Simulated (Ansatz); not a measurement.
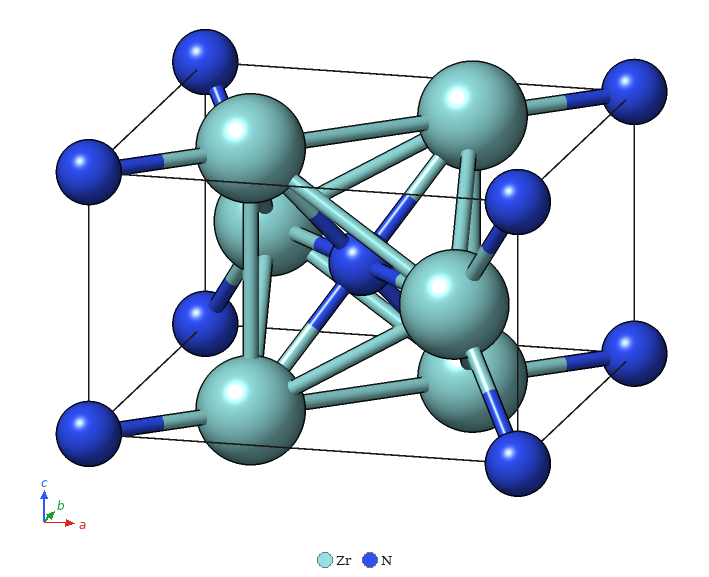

A ball-and-stick rendering, viewed slightly off an axis. One conventional unit cell is framed, with atoms on its boundary repeated. Cell: a = 5.42 Å, b = 5.42 Å, c = 3.30 Å, α = 90.00°, β = 90.00°, γ = 90.00°.

Its origin is a structure listed in the Materials Project. Earlier steps of the study may have refined or changed the cell and positions. Ansatz was used for an electronic-structure calculation on it.

What structure is drawn here?

Answer. The structure is one of Zr₂N. Space group: P4_2/mnm (No. 136). Lattice: primitive tetragonal. With Z = 2, the cell contains 4 Zr, 2 N. Neighbours within bonding distance: Zr 14 and N 6.

Computed with Ansatz 0.2.0, DFT r2SCAN, scalar-relativistic, plane waves, PAW. Settings: wavefunction cutoff 500 eV, k-points on an 8×8×10 grid, Gaussian smearing of 0.1 eV, no spin polarisation.

What is the band gap, if any?

Answer. A metal: bands cross the Fermi level.

How charged are the atoms, by the Bader scheme?

Answer. Zr +1.00 e; N -2.00 e.

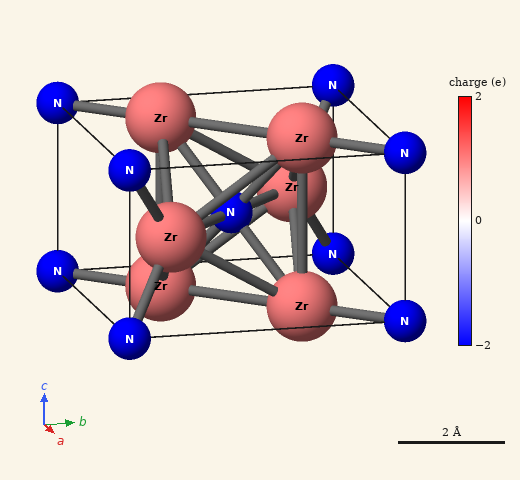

The atoms coloured by those charges. The run's cell of 6 atoms is drawn.

Are forces and stress small enough to call this relaxed?

Answer. Yes. All forces vanish to within 0.01 eV/Å. The pressure is 0.0 GPa, close to zero.
